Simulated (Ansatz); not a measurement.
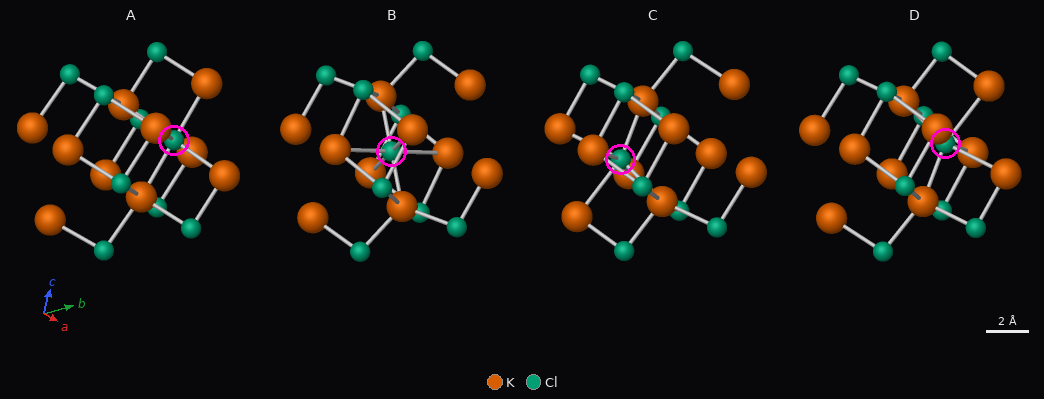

4 geometries from a converged minimum-energy path of a defect cell of composition K$_{8}$Cl$_{7}$ (cell charge +1) with a Cl vacancy (15 atoms in the cell), shuffled. The picture is a ball-and-stick view of the atoms within 5.2 Å of the middle of the path, seen slightly off an axis. The moving atom is ringed, with any periodic copies. Bonds to atoms that aren't drawn are left out.

All numbers below come from DFT PBEsol, scalar-relativistic, plane waves, PAW (Ansatz 0.2.0). Set-up: plane-wave cutoff 420 eV; k-point mesh 4 × 4 × 4; Gaussian smearing 0.05 eV; 5 movable images; climbing image; force threshold 0.05 eV/Å; iteration limit 60.

> One of them is the converged climbing image. Which?

B. In order along the path, whose images run from 0 to 6: A (image 0, 0.00 eV), D (image 1, +0.14 eV), B (image 3, +0.69 eV), C (image 5, +0.14 eV). It is a vacancy jump: a nearby atom moves into the empty site and leaves its own site empty. A Cl atom travels furthest, 4.41 Å from end to end, along −b, on a straight line. At the highest image its nearest neighbour (K) is 2.76 Å away, against 3.12 Å at the start, and the surrounding atoms stand up to 0.45 Å off the mean of their end positions.

Limits of the set-up: the cell is charged, on a uniform background, and energies carry no finite-size correction.

Cost: 19 min on 4 threads of Arm Neoverse V1, with other jobs on the host, peak memory 5 GiB.
